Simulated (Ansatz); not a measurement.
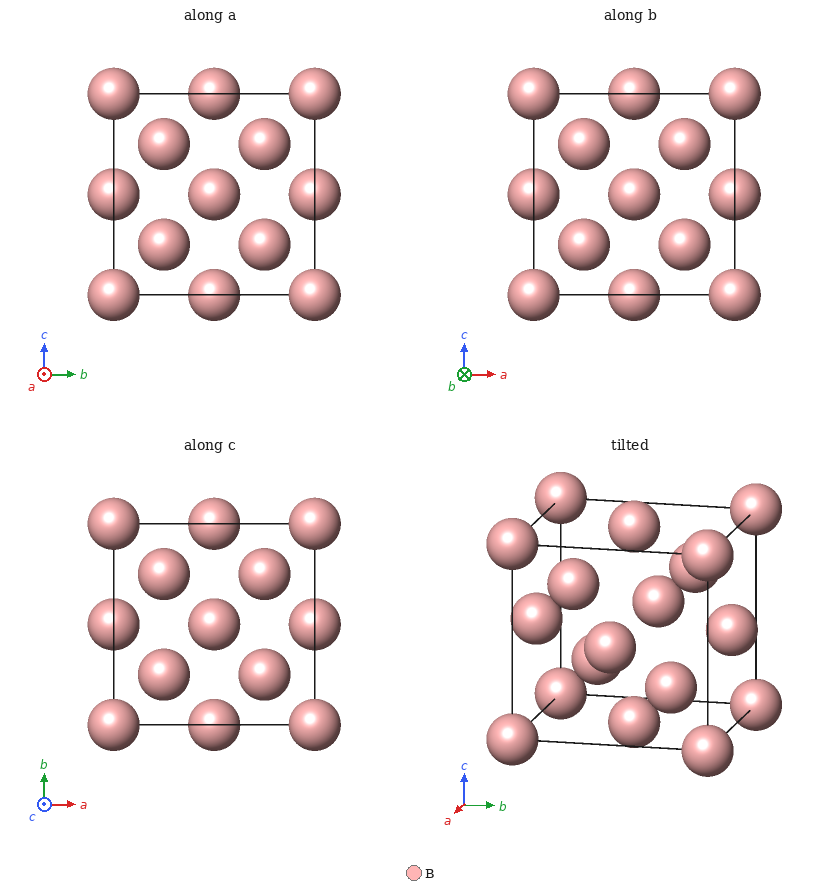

This spheres-only model is shown along the a axis, along the b axis, along the c axis and slightly off an axis. The frame is the conventional unit cell; atoms at its boundary are shown with their periodic copies.

Lattice parameters: a = 3.9488 Å, b = 3.9488 Å, c = 3.9488 Å, α = 90.000°, β = 90.000°, γ = 90.000°.

> Set out the cell and atoms as a CIF in P1 with every atom of the cell.

```cif
data_structure
_symmetry_space_group_name_H-M 'P 1'
_symmetry_Int_Tables_number 1
_cell_length_a 3.9488
_cell_length_b 3.9488
_cell_length_c 3.9488
_cell_angle_alpha 90.000
_cell_angle_beta 90.000
_cell_angle_gamma 90.000
_cell_volume 61.57
loop_
_atom_site_label
_atom_site_type_symbol
_atom_site_fract_x
_atom_site_fract_y
_atom_site_fract_z
_atom_site_occupancy
B1 B 0.7500 0.7500 0.2500 1
B2 B 0.0000 0.5000 0.5000 1
B3 B 0.7500 0.2500 0.7500 1
B4 B 0.0000 0.0000 0.0000 1
B5 B 0.2500 0.7500 0.7500 1
B6 B 0.5000 0.5000 0.0000 1
B7 B 0.2500 0.2500 0.2500 1
B8 B 0.5000 0.0000 0.5000 1
```

The starting point was a structure type filled with this element by a generator (whether the element takes this form wasn't checked). Earlier steps of the study may have refined or changed the cell and positions. It was the input of a calculation with Ansatz.

At this level of theory the cell isn't at rest (compressed, at 8 GPa), so its distances can differ from those at equilibrium, the more so the softer the solid.
